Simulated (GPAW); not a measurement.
# S K ELNES/XANES of zinc-blende (ZnS)₁₋ₓ(CdS)ₓ at x = 0 from DFT, part 2 of 2

What does the S K edge look like in zinc-blende (ZnS)₁₋ₓ(CdS)ₓ at x = 0?

GPAW 26.7.0; X-ray absorption from dipole matrix elements to empty bands, plane-wave PAW LDA.

So far. Step 2 (The field without a hole): The mesh shows a gap of 1.85 eV. The excited electron is kept all the same, so that all members of the series, with or without a gap, are treated alike.

## 4. Spectrum with XCH, S atom 2

The holes are 7.7 Å apart. In GPAW the data set carries the hole's charge, so charge=0 means a charged cell and charge=-1 a neutral one. The excited electron is kept in the cell, where it fills the lowest empty states and screens the hole. After the field has converged, empty bands are computed with the density fixed and the dipole matrix elements are summed.

The absorber has 4 Zn at 2.34 Å (tetrahedral).

The input, xas.py:

```python
import numpy as np
from ase import Atoms
from ase.parallel import parprint, paropen
from gpaw import GPAW, PW, FermiDirac, Mixer, MixerDif, setup_paths
from gpaw.test import gen
setup_paths.insert(0, '.')
gen('S', name='fch1s', xcname='LDA', corehole=(1, 0, 1), write_xml=True)
from gpaw.mpi import world
world.barrier()

atoms = Atoms('ZnSZnSZnSZnSZnSZnSZnSZnS',
    cell=[[0, 5.41, 5.41],
     [5.41, 0, 5.41],
     [5.41, 5.41, 0]],
    scaled_positions=[[0, 0, 0],
     [0.125, 0.125, 0.125],
     [0, 0, 0.5],
     [0.125, 0.125, 0.625],
     [0, 0.5, 0],
     [0.125, 0.625, 0.125],
     [0, 0.5, 0.5],
     [0.125, 0.625, 0.625],
     [0.5, 0, 0],
     [0.625, 0.125, 0.125],
     [0.5, 0, 0.5],
     [0.625, 0.125, 0.625],
     [0.5, 0.5, 0],
     [0.625, 0.625, 0.125],
     [0.5, 0.5, 0.5],
     [0.625, 0.625, 0.625]],
    pbc=True)
atoms.calc = calc = GPAW(legacy_gpaw=True, mode=PW(400, force_complex_dtype=True), xc='LDA', setups={1: 'fch1s'},
    kpts={'size': (3, 3, 3), 'gamma': True}, occupations=FermiDirac(0.04),
    charge=-1, mixer=Mixer(0.1, 5, 50), maxiter=150,
    convergence={'density': 0.0001, 'eigenstates': 1e-6}, txt='scf.txt')
energy = atoms.get_potential_energy() + calc.get_reference_energy()
ef = calc.get_fermi_level()
out = dict(energy=energy, fermi=ef, forces=atoms.get_forces().tolist())
parprint(f'all-electron energy {energy:.4f} eV, Fermi level {ef:.4f} eV')
ev = np.array([[calc.get_eigenvalues(k, s) for k in range(len(calc.get_ibz_k_points()))] for s in range(calc.get_number_of_spins())])
out['homo'], out['lumo'], out['counts'] = ev[ev < ef].max(), ev[ev > ef].min(), sorted(set((ev < ef).sum((0, 2)).tolist()))
out['filled'] = (ev[:, 0] < ef).sum(1).tolist()

from ase.units import Ha
from gpaw.xas import dipole_matrix_elements
nb = int(calc.get_number_of_electrons() / 2) + 162
top, nb = nb, nb + 8 + nb // 12
nscf = calc.fixed_density(kpts={'size': (4, 4, 4), 'gamma': True}, nbands=nb,
    convergence={'bands': top, 'eigenstates': 5e-3}, maxiter=60, txt='nscf.txt')
cell = atoms.cell.array
ops = [cell.T @ U.T @ np.linalg.inv(cell.T) for U in nscf.wfs.kd.symmetry.op_scc]
filled = [72]  # bands filled in the ground state, by spin
E = np.arange(-6, 30, 0.1)
fwhm = np.interp(E, [4, 25], [0.9, 3.5])
Y, X, zero, highest = 0, 0, 1e9, 1e9
for spin in range(nscf.get_number_of_spins()):
    wfs = nscf.wfs
    mine = wfs.bd.get_slice()  # this rank's bands
    A = dipole_matrix_elements(wfs.setups[1])
    eps = np.zeros((wfs.kd.nibzkpts, nb))
    d = np.zeros((3, A.shape[1], wfs.kd.nibzkpts, nb), complex)
    for kpt in wfs.kpt_u:
        if kpt.s == spin and 1 in kpt.P_ani:
            eps[kpt.k, mine] = kpt.eps_n * Ha
            d[:, :, kpt.k, mine] = (kpt.weight * wfs.nspins / 2) ** 0.5 * np.inner(A, kpt.P_ani[1])
    world.sum(eps)
    world.sum(d)
    T = np.einsum('amkn,bmkn->abkn', d, d.conj()).real
    T = sum(np.einsum('ai,ijkn,bj->abkn', R, T, R) for R in ops) / len(ops)
    empty = np.ones_like(eps, bool) & (np.arange(nb) >= filled[spin])
    zero, highest = min(zero, eps[empty].min()), min(highest, eps[:, top - 1].min())
    lines = [(eps, T, empty)] if spin == 0 else lines + [(eps, T, empty)]
for eps, T, empty in lines:
    f = np.einsum('aakn->akn', T).reshape(3, -1)
    x = eps.ravel() - zero
    w = np.interp(x, E, fwhm) / 2.35482
    g = np.exp(-0.5 * ((E[:, None] - x) / w) ** 2) / (w * (2 * np.pi) ** 0.5)
    Y = Y + (f * empty.ravel()) @ g.T
    X = X + (f * ~empty.ravel()) @ g.T
out.update(E=E.round(2).tolist(), xas=Y.tolist(), xes=X.tolist(), zero=zero, valid=highest - zero, nk=len(eps), nb=nb)
for i in range(0, len(E), 10):
    parprint(f'{E[i]:7.2f}', *(f'{v:10.3e}' for v in Y[:, i]))
import json
with paropen('out.json', 'w') as f:
    json.dump(out, f)
```

Launch:

```console
$ OMP_NUM_THREADS=1 mpirun -n 4 gpaw python xas.py
```

Numbers of over 12 decimals in the logs are rounded to 6 here.

Output:

```text
Input parameters:
  charge: -1
  convergence: {density: 0.0001,
                eigenstates: 1e-06}
  kpts: {gamma: True,
         size: (3, 3, 3)}
  maxiter: 150
  mixer: {backend: pulay,
          beta: 0.1,
          method: separate,
          nmaxold: 5,
          weight: 50}
  mode: {ecut: 400.0,
         force_complex_dtype: True,
         name: pw}
  occupations: {fixmagmom: False,
                name: fermi-dirac,
                width: 0.04}
  setups: {1: fch1s}

Initialize ...

[... PAW data sets ...]

Reference energy: -474414.855312  # eV

Spin-paired calculation

[... convergence settings ...]
Symmetries present (total): 6
  [... symmetry matrices ...]

27 k-points: 3 x 3 x 3 Monkhorst-Pack grid
6 k-points in the irreducible part of the Brillouin zone
       k-points in crystal coordinates                weights
   0:     0.00000000    0.00000000    0.00000000          1/27
   1:     0.33333333    0.00000000   -0.33333333          6/27
   2:     0.33333333    0.00000000    0.00000000          6/27
   3:     0.33333333    0.33333333   -0.33333333          6/27
   4:     0.33333333    0.33333333    0.00000000          6/27
   5:     0.33333333    0.33333333    0.33333333          2/27

Wave functions: Plane wave expansion
  Cutoff energy: 400.000 eV
  Number of coefficients (min, max): 5730, 5769
  Pulay-stress correction: 0.000000 eV/Ang^3 (de/decut=0.000000)
  Using FFTW library
  Wavefunction extrapolation:
    Improved wavefunction reuse through dual PAW basis

Occupation numbers: Fermi-Dirac:
  width: 0.0400  # eV

Eigensolver
   Davidson(niter=2)

Densities:
  Coarse grid: 36*36*36 grid
  Fine grid: 72*72*72 grid
  Total Charge: 0.000000

Density mixing:
  Method: separate
  Backend: pulay
  Linear mixing parameter: 0.1
  old densities: 5
  Width of damping distribution: 1.1
  Damping of long wavelength oscillations: 50

[... Hamiltonian set-up ...]
Number of atoms: 16
Number of atomic orbitals: 104
Number of bands in calculation: 91
Number of valence electrons: 145
Bands to converge: occupied

... initialized

Initializing position-dependent things.

Density initialized from atomic densities
Creating initial wave functions:
  91 bands from LCAO basis set

                            S
                    S
                        Zn
                     S
               Zn
             S   Zn       S

         Zn       S   Zn
                    S
              Zn
           S
               Zn
       Zn

Atomic positions and initial magnetic moments

Positions:
   0 Zn     0.000000    0.000000    0.000000    ( 0.0000,  0.0000,  0.0000)
   1 S      1.352500    1.352500    1.352500    ( 0.0000,  0.0000,  0.0000)
   2 Zn     2.705000    2.705000    0.000000    ( 0.0000,  0.0000,  0.0000)
   3 S      4.057500    4.057500    1.352500    ( 0.0000,  0.0000,  0.0000)
   4 Zn     2.705000    0.000000    2.705000    ( 0.0000,  0.0000,  0.0000)
   5 S      4.057500    1.352500    4.057500    ( 0.0000,  0.0000,  0.0000)
   6 Zn     5.410000    2.705000    2.705000    ( 0.0000,  0.0000,  0.0000)
[...]
13 S      4.057500    4.057500    6.762500    ( 0.0000,  0.0000,  0.0000)
  14 Zn     5.410000    5.410000    5.410000    ( 0.0000,  0.0000,  0.0000)
  15 S      6.762500    6.762500    6.762500    ( 0.0000,  0.0000,  0.0000)

Unit cell:
           periodic     x           y           z      points  spacing
  1. axis:    yes    0.000000    5.410000    5.410000    36     0.1735
  2. axis:    yes    5.410000    0.000000    5.410000    36     0.1735
  3. axis:    yes    5.410000    5.410000    0.000000    36     0.1735

  Lengths:   7.650895   7.650895   7.650895
  Angles:   60.000000  60.000000  60.000000

Effective grid spacing dv^(1/3) = 0.1893

iter:   1   -78.777368
iter:   2   -78.078337   -0.05  -1.26
iter:   3   -75.544989   -0.93  -1.31
iter:   4   -75.604343   -1.50  -1.55
iter:   5   -75.908431   -1.70  -1.61
iter:   6   -75.481874   -2.07  -2.23
iter:   7   -75.495012   -2.44  -2.39
iter:   8   -75.474850c  -3.16  -2.53
iter:   9   -75.473159c  -3.81  -3.03
iter:  10   -75.473096c  -4.41  -3.15
iter:  11   -75.472904c  -4.53  -3.23
iter:  12   -75.472931c  -5.17  -3.77
iter:  13   -75.472878c  -5.66  -3.82
iter:  14   -75.472879c  -6.01c -3.95
iter:  15   -75.472890c  -6.50c -4.18c

Converged after 15 iterations.

Dipole moment: (-24.446416, -24.446416, -24.446416) |e|*Ang

Energy contributions relative to reference atoms: (reference = -474414.855312)

Kinetic:        +89.985296
Potential:      -80.790780
External:        +0.000000
XC:             -84.431927
Entropy (-ST):   -0.019648
Local:           -0.225654
SIC:             +0.000000
--------------------------
Free energy:    -75.482714
Extrapolated:   -75.472890

Showing only first 2 kpts
 Kpt  Band  Eigenvalues  Occupancy
  0    70      3.37854    2.00000
  0    71      3.37854    2.00000
  0    72      4.91181    2.00000
  0    73      6.15798    1.99781

  1    70      2.33691    2.00000
  1    71      2.99927    2.00000
  1    72      6.85788    0.00005
[...]
Fermi level: 6.43057

No gap
No difference between direct/indirect transitions

Forces in eV/Ang:
  0 Zn   -0.61710   -0.61710   -0.61710
  1 S     0.00000    0.00000    0.00000
  2 Zn    0.61708    0.61708   -0.61707
  3 S    -0.00002   -0.00002    0.02224
  4 Zn    0.61708   -0.61707    0.61708
  5 S    -0.00002    0.02224   -0.00002
  6 Zn    0.03780   -0.03778   -0.03778
[...]
13 S     0.00002    0.00002   -0.02227
 14 Zn    0.03780    0.03780    0.03780
 15 S     0.00004    0.00004    0.00004
Scalar-relativistic atomic LDA calculation for S (Sulfur, Z=16)
Core hole in 1s state (1s occupation: 1.0)
450 radial gridpoints.
|------------------------------------------------|
|------------------------------------------------|
[... the atom generator's iteration count ...]

Energy contributions:
-------------------------
Kinetic:     +307.027779
XC:           -20.036781
Potential:   -593.463960
-------------------------
Total:       -306.472962

state      eigenvalue         ekin         rmax
-----------------------------------------------
1s^1.0 :   -94.587655   125.271961        0.063
2s^2.0 :    -9.346963    20.537295        0.374
2p^6.0 :    -7.528664    20.376522        0.303
3s^2.0 :    -1.141348     3.532854        1.290
3p^4.0 :    -0.722112     2.839097        1.384
-----------------------------------------------
(units: Bohr and Hartree)

Generating PAW setup
Kinetic energy of the core from tauc = 289.375410
Cutoffs:
rc(s)=1.840
rc(p)=1.850
rc(d)=1.700
rc(vbar)=1.720
rc(comp)=1.430
rc(nct)=1.850

Kinetic energy of the core states: 288.605682
Charge: 1.0
Core electrons: 9.0
Valence electrons: 6.0
Pseudo-core charge: 0.024693
Shape function alpha=4.890
Pseudo-electron charge 6.344591
state    eigenvalue         norm
--------------------------------
3s(2) :    -1.141348     1.235204
*s    :    -0.141348
3p(4) :    -0.722112     0.962372
*p    :     0.277888
*d    :     0.000000
--------------------------------

Diagonalizing with gridspacing h=0.050

state   all-electron     PAW
-------------------------------
3s:      -1.141348    -1.142157
3p:      -0.722112    -0.722797
*d:                   -0.153507
*f:                   -0.016109
-------------------------------
all-electron energy -474490.3282 eV, Fermi level 6.4306 eV
[...]
27.00  2.976e-06  2.976e-06  2.976e-06
  28.00  3.219e-06  3.219e-06  3.219e-06
  29.00  3.021e-06  3.021e-06  3.021e-06
```

It took 6 min on 4 MPI ranks of Arm Neoverse N1, shared host; peak memory 0.47 GiB.

The S K spectrum, S atom 2, excited-electron core hole (neutral cell) (energy from the bottom of the conduction band, which holds the excited electron; intensity scaled to a mean of 1 over the first 20 eV):

| E (eV) | intensity |
| --- | --- |
| -2.0 | 0.00 |
| -0.5 | 0.00 |
| 1.0 | 0.35 |
| 2.5 | 1.89 |
| 4.0 | 1.88 |
| 5.5 | 1.36 |
| 7.0 | 1.43 |
| 8.5 | 0.94 |
| 10.0 | 0.58 |
| 11.5 | 0.52 |
| 13.0 | 0.86 |
| 14.5 | 1.14 |
| 16.0 | 1.06 |
| 17.5 | 0.81 |
| 19.0 | 0.65 |
| 20.5 | 0.63 |
| 22.0 | 0.70 |
| 23.5 | 0.71 |
| 25.0 | 0.76 |
| 26.5 | 1.01 |

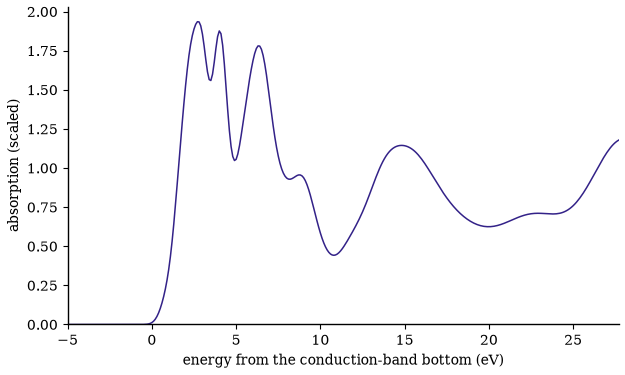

The S K edge, S atom 2, excited-electron core hole (neutral cell): main maxima at 2.7, 4.0 and 6.3 eV.

Main maxima below 24 eV (height): 2.7 eV (1.94), 4.0 eV (1.88), 6.3 eV (1.78) and 14.8 eV (1.14). A K edge sees empty p states on the absorber.

The total-energy difference is 2475.27 eV. One term is added: -16.82 eV, since the hole is spin-paired here and a spin-polarised one costs that much less in the free atom (computed apart). The photon energy is then 2458.45 eV. The functional leaves an error in such absolute values: in the free atom LDA prices this hole 9.1 eV below PBE (computed apart), and PBE is itself good to a few eV.

## 5. Cell without a hole, the energy reference

The absorbing element, whose data set is made anew, changes for the next run, so it gets a reference energy of its own.

The input, scf.py:

```python
import numpy as np
from ase import Atoms
from ase.parallel import parprint, paropen
from gpaw import GPAW, PW, FermiDirac, Mixer, MixerDif, setup_paths
from gpaw.test import gen
setup_paths.insert(0, '.')
gen('Zn', name='nch1s', xcname='LDA', corehole=(1, 0, 0), write_xml=True)
from gpaw.mpi import world
world.barrier()

atoms = Atoms('ZnSZnSZnSZnSZnSZnSZnSZnS',
    cell=[[0, 5.41, 5.41],
     [5.41, 0, 5.41],
     [5.41, 5.41, 0]],
    scaled_positions=[[0, 0, 0],
     [0.125, 0.125, 0.125],
     [0, 0, 0.5],
     [0.125, 0.125, 0.625],
     [0, 0.5, 0],
     [0.125, 0.625, 0.125],
     [0, 0.5, 0.5],
     [0.125, 0.625, 0.625],
     [0.5, 0, 0],
     [0.625, 0.125, 0.125],
     [0.5, 0, 0.5],
     [0.625, 0.125, 0.625],
     [0.5, 0.5, 0],
     [0.625, 0.625, 0.125],
     [0.5, 0.5, 0.5],
     [0.625, 0.625, 0.625]],
    pbc=True)
atoms.calc = calc = GPAW(legacy_gpaw=True, mode=PW(400, force_complex_dtype=True), xc='LDA', setups={0: 'nch1s'},
    kpts={'size': (3, 3, 3), 'gamma': True}, occupations=FermiDirac(0.02),
    charge=0, mixer=Mixer(0.1, 5, 50), maxiter=150,
    convergence={'density': 0.0001, 'eigenstates': 1e-6}, txt='scf.txt')
energy = atoms.get_potential_energy() + calc.get_reference_energy()
ef = calc.get_fermi_level()
out = dict(energy=energy, fermi=ef, forces=atoms.get_forces().tolist())
parprint(f'all-electron energy {energy:.4f} eV, Fermi level {ef:.4f} eV')
ev = np.array([[calc.get_eigenvalues(k, s) for k in range(len(calc.get_ibz_k_points()))] for s in range(calc.get_number_of_spins())])
out['homo'], out['lumo'], out['counts'] = ev[ev < ef].max(), ev[ev > ef].min(), sorted(set((ev < ef).sum((0, 2)).tolist()))
out['filled'] = (ev[:, 0] < ef).sum(1).tolist()
import json
with paropen('out.json', 'w') as f:
    json.dump(out, f)
```

Launch:

```console
$ OMP_NUM_THREADS=1 mpirun -n 4 gpaw python scf.py
```

Output:

```text
Input parameters:
  convergence: {density: 0.0001,
                eigenstates: 1e-06}
  kpts: {gamma: True,
         size: (3, 3, 3)}
  maxiter: 150
  mixer: {backend: pulay,
          beta: 0.1,
          method: separate,
          nmaxold: 5,
          weight: 50}
  mode: {ecut: 400.0,
         force_complex_dtype: True,
         name: pw}
  occupations: {fixmagmom: False,
                name: fermi-dirac,
[...]
*s    :     0.771506
4p(0) :    -0.045217     1.008310
*p    :     0.954783
3d(10):    -0.383140     0.154691
*d    :     0.616860
--------------------------------

Diagonalizing with gridspacing h=0.050

state   all-electron     PAW
-------------------------------
4s:      -0.228494    -0.228671
4p:      -0.045217    -0.045275
3d:      -0.383140    -0.383726
*f:                    0.072913
-------------------------------
all-electron energy -476965.5993 eV, Fermi level 4.0451 eV
[key lines of the parts left out:]
Converged after 20 iterations.
Dipole moment: (-24.237322, -24.237322, -24.237322) |e|*Ang
Free energy:    -65.714130
Fermi level: 4.04505
```

Run time: 61 s. Hardware: 4 MPI ranks; peak memory 0.31 GiB; 3.8 min of CPU time.

Reference energy: -476965.599 eV with the cores included.

## 6. Spectrum with XCH, Zn atom 1

The holes are 7.7 Å apart. The excited electron is kept in the cell, where it fills the lowest empty states and screens the hole. After the field has converged, empty bands are computed with the density fixed and the dipole matrix elements are summed.

The absorber has 4 S at 2.34 Å (tetrahedral).

xas.py, as its differences from that of step 4:

```diff
@@ -6,3 +6,3 @@
 setup_paths.insert(0, '.')
-gen('S', name='fch1s', xcname='LDA', corehole=(1, 0, 1), write_xml=True)
+gen('Zn', name='fch1s', xcname='LDA', corehole=(1, 0, 1), write_xml=True)
 from gpaw.mpi import world
@@ -31,3 +31,3 @@
     pbc=True)
-atoms.calc = calc = GPAW(legacy_gpaw=True, mode=PW(400, force_complex_dtype=True), xc='LDA', setups={1: 'fch1s'},
+atoms.calc = calc = GPAW(legacy_gpaw=True, mode=PW(400, force_complex_dtype=True), xc='LDA', setups={0: 'fch1s'},
     kpts={'size': (3, 3, 3), 'gamma': True}, occupations=FermiDirac(0.04),
@@ -53,3 +53,3 @@
 E = np.arange(-6, 30, 0.1)
-fwhm = np.interp(E, [4, 25], [0.9, 3.5])
+fwhm = np.interp(E, [4, 25], [1.67, 3.5])
 Y, X, zero, highest = 0, 0, 1e9, 1e9
@@ -58,3 +58,3 @@
     mine = wfs.bd.get_slice()  # this rank's bands
-    A = dipole_matrix_elements(wfs.setups[1])
+    A = dipole_matrix_elements(wfs.setups[0])
     eps = np.zeros((wfs.kd.nibzkpts, nb))
@@ -62,5 +62,5 @@
     for kpt in wfs.kpt_u:
-        if kpt.s == spin and 1 in kpt.P_ani:
+        if kpt.s == spin and 0 in kpt.P_ani:
             eps[kpt.k, mine] = kpt.eps_n * Ha
-            d[:, :, kpt.k, mine] = (kpt.weight * wfs.nspins / 2) ** 0.5 * np.inner(A, kpt.P_ani[1])
+            d[:, :, kpt.k, mine] = (kpt.weight * wfs.nspins / 2) ** 0.5 * np.inner(A, kpt.P_ani[0])
     world.sum(eps)
```

Launch:

```console
$ OMP_NUM_THREADS=1 mpirun -n 4 gpaw python xas.py
```

Output:

```text
Input parameters:
  charge: -1
  convergence: {density: 0.0001,
                eigenstates: 1e-06}
  kpts: {gamma: True,
         size: (3, 3, 3)}
  maxiter: 150
  mixer: {backend: pulay,
          beta: 0.1,
          method: separate,
          nmaxold: 5,
          weight: 50}
  mode: {ecut: 400.0,
         force_complex_dtype: True,
         name: pw}
  occupations: {fixmagmom: False,
[...]
*d    :    -0.035193
--------------------------------

Diagonalizing with gridspacing h=0.050

state   all-electron     PAW
-------------------------------
4s:      -0.603317    -0.603615
4p:      -0.343743    -0.343956
3d:      -1.035193    -1.035651
*f:                   -0.018332
-------------------------------
all-electron energy -467292.2002 eV, Fermi level 6.4488 eV
[...]
28.00  1.792e-07  1.792e-07  1.792e-07
  29.00  1.770e-07  1.770e-07  1.770e-07
[key lines of the parts left out:]
Converged after 15 iterations.
Dipole moment: (-24.272824, -24.272824, -24.272824) |e|*Ang
Free energy:    -71.996578
Fermi level: 6.44882
```

Run time: 3.1 min. Hardware: 4 MPI ranks; peak memory 0.47 GiB.

The Zn K spectrum, Zn atom 1, excited-electron core hole (neutral cell) (energy from the bottom of the conduction band, which holds the excited electron; intensity scaled to a mean of 1 over the first 20 eV):

| E (eV) | intensity |
| --- | --- |
| -2.0 | 0.00 |
| -0.5 | 0.01 |
| 1.0 | 0.22 |
| 2.5 | 0.94 |
| 4.0 | 1.62 |
| 5.5 | 1.74 |
| 7.0 | 0.80 |
| 8.5 | 1.00 |
| 10.0 | 0.87 |
| 11.5 | 0.99 |
| 13.0 | 1.03 |
| 14.5 | 1.00 |
| 16.0 | 1.00 |
| 17.5 | 0.99 |
| 19.0 | 0.93 |
| 20.5 | 0.79 |
| 22.0 | 0.77 |
| 23.5 | 0.82 |
| 25.0 | 0.83 |
| 26.5 | 0.92 |

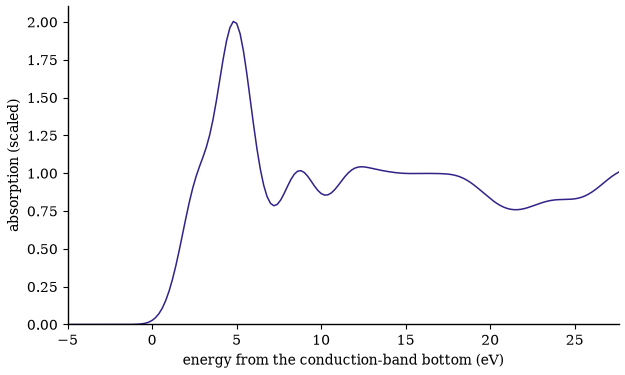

The Zn K edge, Zn atom 1, excited-electron core hole (neutral cell): main maxima at 4.8, 8.8 and 12.4 eV.

Main maxima below 27 eV (height): 4.8 eV (2.00), 8.8 eV (1.02) and 12.4 eV (1.04). 

The total-energy difference is 9673.40 eV. One term is added: -30.82 eV, since the hole is spin-paired here and a spin-polarised one costs that much less in the free atom (computed apart). The photon energy is then 9642.58 eV. The tabulated edge of the element is 9659 eV. The functional leaves an error in such absolute values: in the free atom LDA prices this hole 19.1 eV below PBE (computed apart), and PBE is itself good to a few eV.

## 7. Results

- absorber and edge: S K, atom 2 of the ground-state input (counted from 1)
- surroundings: 4 Zn at 2.34 Å (tetrahedral)
- highest intensity below 16 eV: 2.7 eV above the zero, height 1.94
- photon energy of the zero, with the added terms: 2458.5 eV (raw 2475.3 eV; LDA puts this hole about 9 eV below PBE, itself good to a few eV)

In words: The S K edge of atom 2, with 4 Zn at 2.34 Å (tetrahedral), has its highest intensity of the first 16 eV at 2.7 eV above the zero, near 2461 eV in photon energy (LDA puts this hole about 9 eV below PBE, itself good to a few eV), 1.9 times the mean level of the first 20 eV (Gaussian full width 0.9 eV up to 4 eV, rising linearly to 3.5 eV at 25 eV). The mesh is coarse (0.25 Å⁻¹ between points), so small maxima may be mesh ripples.

[Banner, clock and machine lines of the logs are left out without a mark of their own.]

[Logs are printed without paths, hosts, clocks, repeated set-up lines and the standing remarks that a program may print on its own settings, such as how far it seeks lower states.]

[Hosts, paths, dates, database ids (printed as entryN), source tags and the programs' standing remarks are cut or masked in the printed files.]

[Lists of maxima count a maximum above −3 eV only where it reaches 4 % of the highest in the window and stands out from its surroundings by 2 % of it (1.5 % where it reaches 55 %); shoulders and weaker maxima are passed over, and of the rest the first, up to two pre-edge ones and the few strongest are named.]
